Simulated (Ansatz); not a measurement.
## Geometry relaxation of MoP (part 2 of 2)

Continued. System: MoP (2 atoms in the cell). Method: DFT, r2SCAN, PAW with Ansatz's default frozen-core files, scalar-relativistic, no spin polarisation (Ansatz 0.2.0); cutoff 500 eV, 13×13×11 k-mesh, Fermi–Dirac smearing of 0.05 eV. The structure derives from an entry of the Crystallography Open Database. Its volume is 0.65 times that of the source entry. It belongs to a series of runs on one base structure; here: shape and atoms relaxed at 0.65 of the volume.

Geometry of the input (Å; fractional positions):
```
2.7919  0.0000  0.0000
-1.3959  2.4178  0.0000
0.0000  0.0000  2.7642
Mo 0.0000  0.0000  0.0000
P  0.3333  0.6667  0.5000
```

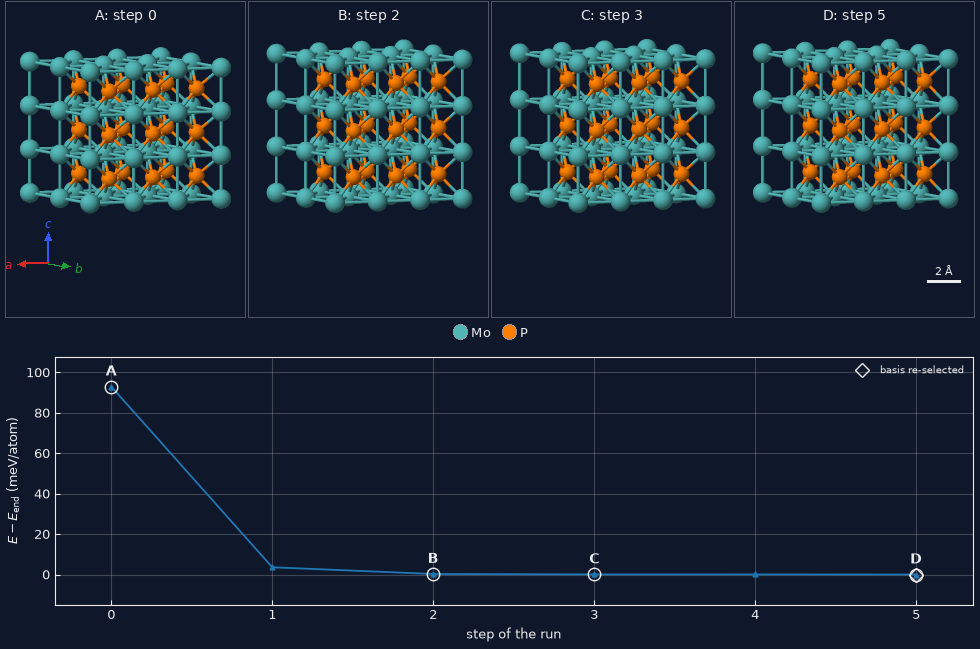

**Figure 1.** Frames of the relaxation (ball-and-stick view of the cell of the calculation, repeated 3 × 2 × 3, seen at an oblique angle) above the curves, on which the letters mark them (the first geometry is step 0 here and step 1 in the log).

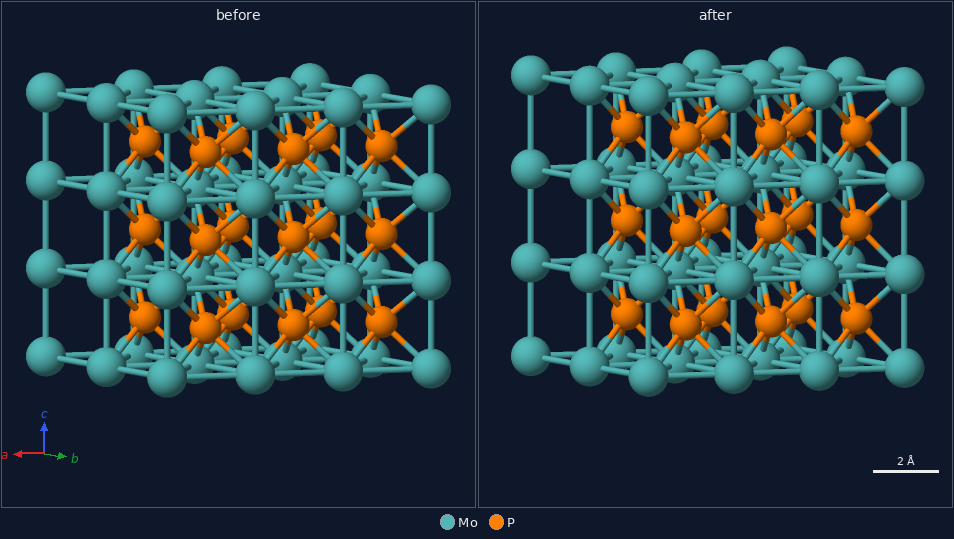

**Figure 2.** Before (left) and after (right) the relaxation, at one scale (ball-and-stick view of the cell of the calculation, repeated 3 × 2 × 3, seen at an oblique angle). No atom moves by more than 0.005 Å relative to the cell. The drawn cell changes at constant volume: a = b 2.792 → 2.707 Å (−3.0 %), c 2.764 → 2.940 Å (+6.3 %). Among the contacts that change: Mo1–Mo1 2.764 → 2.940 Å, Mo1–P2 2.123 → 2.146 Å. Among the angles that change: Mo1–P2–Mo1 81.2° → 86.5°, Mo1–P2–Mo1 82.2° → 78.2°. The space group stays P-6m2 (No. 187). Over 4 geometry steps the energy falls by 93.0 meV per atom. All forces vanish by symmetry, so only the cell relaxes. Pressure: 251.98 GPa at the start and 241.68 GPa at the end. A last SCF at the same geometry on a re-selected plane-wave basis shifts the energy by next to nothing (0.0 meV per atom). (Atoms are counted from 1 in the order of the input.)

```
basis re-selected at this cell: Δ(F+E_penalty+E_count) = -8.132e-5 eV, ΔP = -0.003 GPa vs the last step (what re-selecting the basis moved, of the pressure what is left beyond the Pulay correction that the steps carried, after the strain that the cell walked since its last selection, with what the two solves' SCF thresholds leave and, on support functions, any second-order correction that the steps lacked; it is no measure of the basis error at this ecutwfc). The dense FFT grid was sized anew with the basis: this SCF ran on 20×20×24 points, the steps before it on 24×24×24, so part of this shift can come from that change (see relax.cell in the input reference). This SCF's stress stands 2.31e-2 GPa from its target on what of the cell is left free (relax.cell.stress_tol is 2.90e-1 GPa) and its largest allowed force component is 6.94e-17 eV/Å (relax.f_tol is 1.00e-2 eV/Å): within both
SCF converged after 5 iterations
Free energy (F): -5722.865837 eV
Harris-Foulkes:  -5722.865837 eV  (|F-HF|=1.18e-10)
Internal energy: -5722.862372 eV  (E = F + TS)
E sigma→0 (E₀):  -5722.864104 eV
Entropy (-TS):   -0.003465 eV (-1.732 meV/atom)
Fermi energy:    28.282232 eV
--- Per-component energies (eV) ---
  E_band       = 108.195628
  E_kinetic    = 560.059701
  E_local      = -703.048575  (includes V_loc(G=0)·N_el)
  E_nonlocal   = 183.671029
  E_hartree    = 274.758302
  E_xc         = -252.379180
  E_vxc        = -344.886482  (∫ρ·V_xc dr)
  E_paw        = -3798.018110  (= ΣΔE_a)
  E_vpaw       = -158.659849  (= ΣTr[D̂ρ^β])
  E_aug_tail   = 0.000004  (compensation charges beyond the density's cutoff)
  E_vtau       = 21.543111  (kinetic-family band-sum trace: ∫τ·v_τ [+ j·A + Jᵃ·Aᵃ] dr)
  E_ewald      = -1987.593496
  E_core_change = -0.312046  (= ΣΔE_core)
  E_smearing   = -0.003465  (= −TS)
  E_closure    = 0.000000  (closes the sum)
  Σ components = -5722.865837   (vs F -5722.865837, Δ=0.00e0)
--- Forces (eV/Å), atoms counted from 1 ---
  atom   1  Mo     0.00000000    -0.00000000     0.00000000
  atom   2  P      0.00000000     0.00000000    -0.00000000
  max |Σ_I F_I| component: 2.31e-16 eV/Å
--- Stress (GPa, compression-positive) ---
      241.664686       0.000000       0.000000
        0.000000     241.664686      -0.000000
        0.000000      -0.000000     241.699292
  P = ⅓ Tr σ = 241.6762 GPa (2416.762 kbar)
--- Band table (eV; the first three rows and the last of 126) ---
  k-point 0: bands = ["-35.0733", "-8.8801", "-7.7301", "-7.7301", "10.0686", "20.2693", "23.4545", "23.4545", "26.9969", "28.4832", "28.4832", "34.8854", "34.8854", "34.9147"]
  k-point 1: bands = ["-35.0666", "-8.9705", "-7.7241", "-7.7241", "10.3250", "20.2488", "23.5344", "23.5344", "26.8755", "27.9815", "27.9815", "35.0517", "35.5296", "35.5296"]
  k-point 2: bands = ["-35.0484", "-9.2065", "-7.7081", "-7.7081", "11.0455", "20.0758", "23.7615", "23.7615", "26.7399", "26.9610", "26.9610", "35.4237", "35.7652", "35.7652"]
  k-point 125: bands = ["-34.6292", "-9.2671", "-9.1847", "-8.8432", "14.3460", "16.9384", "20.9631", "23.9530", "25.5066", "30.6351", "34.7616", "34.9581", "35.4548", "36.6724"]
--- Relaxed structure (5 steps of the walk, 5 accepted, 1 SCFs on fresh bases) ---
  F+E_penalty+E_count = -5722.86583662 eV   max|allowed force component| = 6.939e-17 eV/Å   (the final SCF, on the basis selected at the relaxed cell)
  cell:  # Å, volume = 18.6591 Å³
    - [2.7072610099972283, 2.7992513678792642e-11, 0.0]
    - [-1.3536305050228563, 2.3445568093187203, 0.0]
    - [0.0, 0.0, 2.9396830932175604]
  atoms:
    - { symbol: Mo, position: [3.0814879110195774e-33, -3.700743415524894e-17, 0.0] }
    - { symbol: P, position: [0.3333333333333333, 0.6666666666666666, 0.5000000000000001] }
```

File rho_z.tsv
```
# z_ang	rho[e/angstrom^3]
# format = ansatz-planar-average/11
# lattice	2.707261010	0.000000000	0.000000000
# lattice	-1.353630505	2.344556809	0.000000000
# lattice	0.000000000	0.000000000	2.939683093
# sites	2
# site	42	0.000000000	-0.000000000	0.000000000
# site	15	-0.000000000	1.563037873	1.469841547
0.000000	1.820750e0
0.122487	1.789098e0
0.244974	1.683449e0
0.367460	1.494015e0
0.489947	1.247072e0
0.612434	1.002886e0
0.734921	8.157741e-1
0.857408	7.009416e-1
0.979894	6.359213e-1
1.102381	5.909074e-1
1.224868	5.552808e-1
1.347355	5.317610e-1
1.469842	5.234729e-1
1.592328	5.317610e-1
1.714815	5.552808e-1
1.837302	5.909074e-1
1.959789	6.359213e-1
2.082276	7.009416e-1
2.204762	8.157741e-1
2.327249	1.002886e0
2.449736	1.247072e0
2.572223	1.494015e0
2.694710	1.683449e0
2.817196	1.789098e0
```

Trajectory as extended XYZ (Å, eV, eV/Å), 6 frames, from step=1 to step=6
```
2
Lattice="2.7919 0.0000 0.0000 -1.3959 2.4178 0.0000 0.0000 0.0000 2.7642" Properties=species:S:1:pos:R:3:forces:R:3 step=1 energy=-5722.67985 pressure_GPa=251.98
Mo    0.0000    0.0000    0.0000    0.0000   0.0000   0.0000
P     0.0000    1.6119    1.3821    0.0000   0.0000   0.0000
2
Lattice="2.7255 0.0000 0.0000 -1.3627 2.3603 0.0000 0.0000 0.0000 2.9005" Properties=species:S:1:pos:R:3:forces:R:3 step=2 energy=-5722.85865 pressure_GPa=243.72
Mo    0.0000    0.0000    0.0000    0.0000   0.0000   0.0000
P     0.0000    1.5736    1.4503    0.0000   0.0000   0.0000
2
Lattice="2.7121 0.0000 0.0000 -1.3560 2.3487 0.0000 0.0000 0.0000 2.9292" Properties=species:S:1:pos:R:3:forces:R:3 step=3 energy=-5722.86533 pressure_GPa=242.21
Mo    0.0000    0.0000    0.0000    0.0000   0.0000   0.0000
P     0.0000    1.5658    1.4646    0.0000   0.0000   0.0000
2
Lattice="2.7084 0.0000 0.0000 -1.3542 2.3456 0.0000 0.0000 0.0000 2.9372" Properties=species:S:1:pos:R:3:forces:R:3 step=4 energy=-5722.86573 pressure_GPa=241.81
Mo    0.0000    0.0000    0.0000    0.0000   0.0000   0.0000
P     0.0000    1.5637    1.4686    0.0000   0.0000   0.0000
2
Lattice="2.7073 0.0000 0.0000 -1.3536 2.3446 0.0000 0.0000 0.0000 2.9397" Properties=species:S:1:pos:R:3:forces:R:3 step=5 energy=-5722.86575 pressure_GPa=241.68
Mo    0.0000    0.0000    0.0000    0.0000   0.0000   0.0000
P     0.0000    1.5630    1.4698    0.0000   0.0000   0.0000
2
Lattice="2.7073 0.0000 0.0000 -1.3536 2.3446 0.0000 0.0000 0.0000 2.9397" Properties=species:S:1:pos:R:3:forces:R:3 step=6 energy=-5722.86584 pressure_GPa=241.68
Mo    0.0000    0.0000    0.0000    0.0000   0.0000   0.0000
P     0.0000    1.5630    1.4698    0.0000   0.0000   0.0000
```

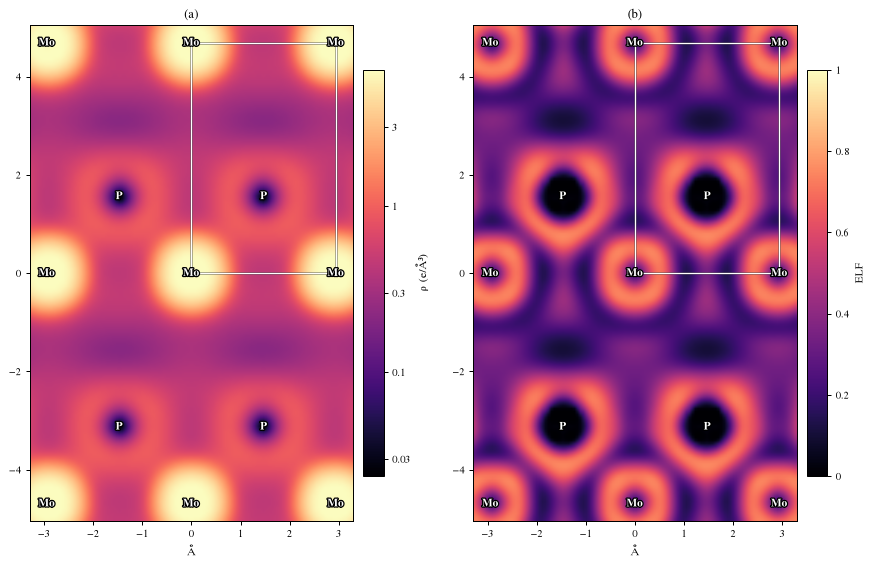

**Figure 3.** (a) valence charge density (pseudo); (b) electron localisation function on the (110) plane of the conventional cell. Atoms in the plane: Mo and P. Mo–P (2.15 Å): ρ at the midpoint is about 0.94 e/Å³; the ELF is about 0.45 at the midpoint. Away from the nuclei the density in this plane falls to 0.22 e/Å³ at its lowest. The strong features right at Mo lie inside the PAW spheres (semicore, d or f shells) and say nothing about bonding. The fields are those of the smooth PAW valence density.

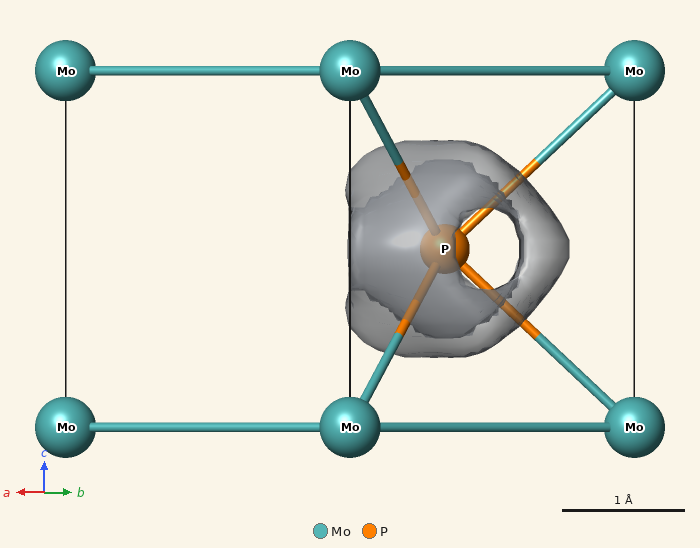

**Figure 4.** Isosurface of the electron localisation function at 0.65 (grey), seen along [110]. Core shells and regions of very low density are left out. Sticks mark near contacts. The outline is the cell set on symmetry axes. Profiles from the grid: Mo–P (2.15 Å): the ELF is about 0.45 at the midpoint. Mo–Mo (2.71 Å): the ELF is about 0.30 at the midpoint; no shared electron pair.

Results in brief

| quantity | value |
| --- | --- |
| outcome | converged |
| space group (tolerance 0.01 Å) | P-6m2 (187) |
| electrons treated | 19 |
| free energy | −5722.8658 eV |
| Fermi energy | 28.282 eV |
| pressure | 241.68 GPa |
| final volume | 18.66 Å³ |
| largest force (length of the vector) at the end | under 0.001 eV/Å |
| final cell | a = 2.707 Å, b = 2.707 Å, c = 2.940 Å, α = 90.00°, β = 90.00°, γ = 120.00° |
| hardware | 1 thread of AMD EPYC (Zen 3), 16 GiB of memory available, shared host |
| wall time | 35 s |
| peak memory | 0.49 GiB |

The cell is under a pressure of 242 GPa at this level, so it is not at its equilibrium volume.
